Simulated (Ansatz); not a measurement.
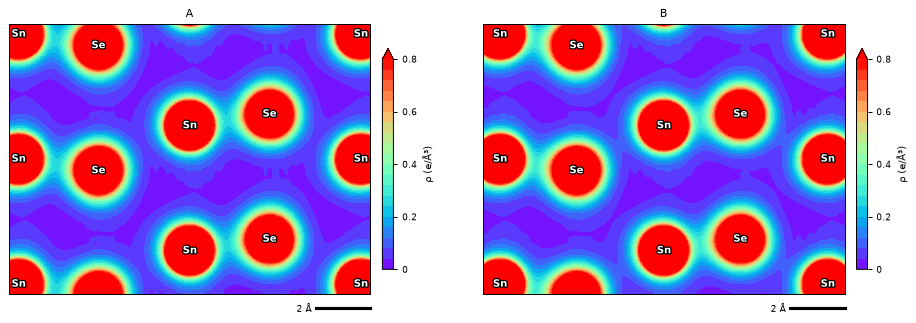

SnSe. The valence electron density of two cells that differ in size and shape, on the (010) plane of each (indices in the axes of the calculation cell), at one length scale and on one colour scale; one has 28.8 and the other 30.0 Å³ an atom.

Space group Pnma.

Computed with Ansatz 0.2.0, DFT PBE, scalar-relativistic, plane waves, PAW.

The larger cell:

```xyz
8
Lattice="12.5018 0.0000 0.0000 0.0000 4.2070 0.0000 0.0000 0.0000 4.5671" Properties=species:S:1:pos:R:3 pbc="T T T"
Sn    1.5187    1.0518    0.5319
Sn   10.9831    3.1553    4.0352
Sn    4.7322    3.1553    2.8154
Sn    7.7696    1.0518    1.7517
Se   10.6876    1.0518    2.1754
Se    1.8143    3.1553    2.3917
Se    8.0652    3.1553    4.4590
Se    4.4366    1.0518    0.1081
```

The smaller cell: a = 11.971 Å, b = 4.207 Å, c = 4.567 Å, α = 90.00°, β = 90.00°, γ = 90.00°.

Q: Which is the denser cell? Describe the effect of the change.

A: Panel B is the smaller cell, by 4 % in volume. From the larger cell to the smaller, Sn–Se goes from 2.95 to 2.83 Å, and the density at its midpoint from 0.26 to 0.31 e/Å³; the pressure goes from −2.1 to −0.6 GPa.
